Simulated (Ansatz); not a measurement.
AlNi3 (Pm-3m, No. 221): the end point of a relaxation with DFT PBE, scalar-relativistic, plane waves, PAW (Ansatz); the starting structure was generated, so it need not be a known form of this composition.

```yaml
crystal:
  lattice:
    - [3.56675, 0.00000, 0.00000]
    - [0.00000, 3.56675, 0.00000]
    - [0.00000, 0.00000, 3.56675]
  atoms:
    - { symbol: Al, position: [0.00000, 0.00000, 0.00000] }
    - { symbol: Ni, position: [0.00000, 0.50000, 0.50000] }
    - { symbol: Ni, position: [0.50000, 0.00000, 0.50000] }
    - { symbol: Ni, position: [0.50000, 0.50000, 0.00000] }
```

What will a Z-contrast image along [110] show? The image is simulated as a sum over atoms of Z^1.7, blurred by a 1.30 Å probe (no channelling). The probe carries 15 % of its weight in a tail 2.5 times as wide. The display is stretched by a gamma of 0.65; percentages refer to the linear signal.

Answer. The columns repeat on a rectangular net of 2.52 × 3.57 Å (plane group p2mm). The brightest columns hold 2 Ni per repeat; in falling brightness follow 1 Ni + 1 Al (about 60 %). Brightness is counted from the darkest point of the image. The closest visible columns (Ni + Al and Ni) are 2.18 Å apart in projection. Along the beam the structure repeats every 5.04 Å.

```json
{"column": "Ni", "atoms along the beam per repeat": "2 Ni", "peak brightness": "100 %"}
{"column": "Ni + Al", "atoms along the beam per repeat": "1 Ni, 1 Al", "peak brightness": "60 %"}
```

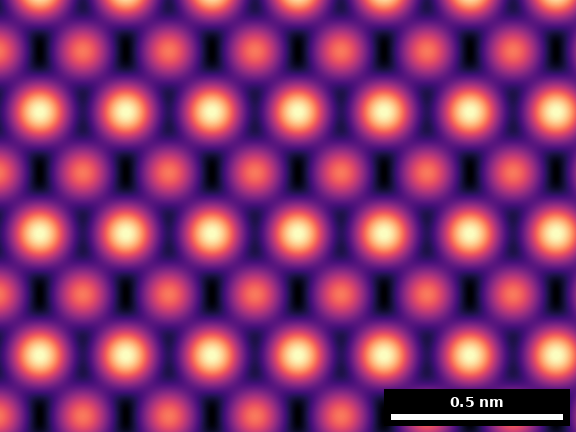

The simulated image.
